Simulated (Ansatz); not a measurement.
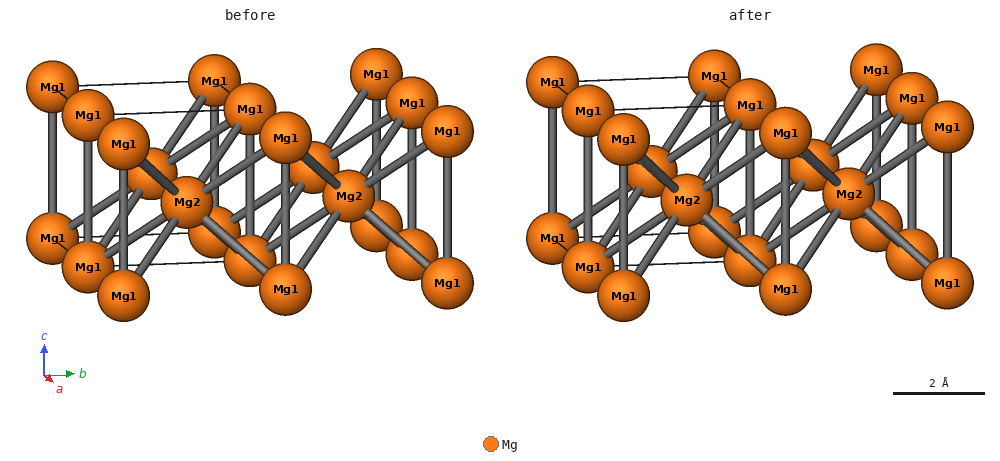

Left: a crystal of Mg (set up in I4/mmm). Right: the same structure after one change, at the same scale. The picture is a ball-and-stick view of the cell of the calculation, repeated 2 × 2 × 1 with one cell outlined, seen slightly off an axis.

All numbers below come from DFT PBE, scalar-relativistic, plane waves, PAW (Ansatz 0.2.0). Settings: plane-wave cutoff 420 eV; k-point mesh 12 × 12 × 12; occupations gaussian; smearing width 0.1 eV; no spin polarisation.

Which change leads from the left to the right?

Strain along c alone, +3.0 %, is applied. Symmetry leaves the atoms no freedom, so this is a single point.

How do the computed properties respond?

Some distances before and after: Mg–Mg 3.410 → 3.512 Å, Mg–Mg 3.106 → 3.134 Å. The space group stays I4/mmm (No. 139). It costs 5.4 meV per atom. Pressure: −0.1 GPa before, −1.1 GPa after. The principal stresses (compression positive) are −1.5 GPa along c and −0.8 GPa across it. All forces vanish by symmetry. It is metallic before and after.
